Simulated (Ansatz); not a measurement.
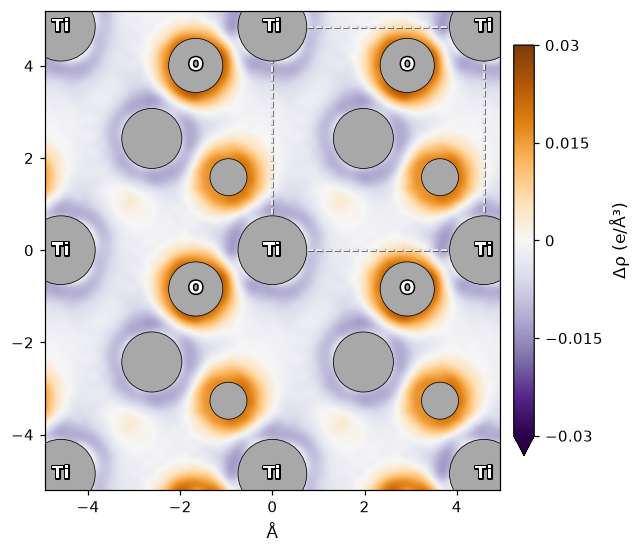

TiO2. Difference of the valence pseudo-densities of two functionals at the same geometry, on the (001) plane of the calculation cell: r2SCAN less PBE.

Both computed with Ansatz (plane waves, PAW), on the same k-point mesh. Grey discs cover the atomic cores.

```
Ti O
1.0
     4.58900    0.00000    0.00000
     0.00000    4.84900    0.00000
    -0.70820    0.00000    4.68275
Ti O
4 8
Direct
  0.27899 0.04655 0.21122
  0.72101 0.54655 0.28878
  0.72101 0.95345 0.78878
  0.27899 0.45345 0.71122
  0.08559 0.37324 0.30281
  0.91441 0.87324 0.19719
  0.91441 0.62676 0.69719
  0.08559 0.12676 0.80281
  0.43384 0.76392 0.48956
  0.56616 0.26392 0.01044
  0.56616 0.23608 0.51044
  0.43384 0.73608 0.98956
```

Where does the change of functional move the electrons?

Answer. Against PBE, r2SCAN gives less density around Ti (−0.004 e/Å³ on average at 1.1 Å from the nucleus) and more density around O (+0.014 e/Å³ on average at 0.7 Å from the nucleus).
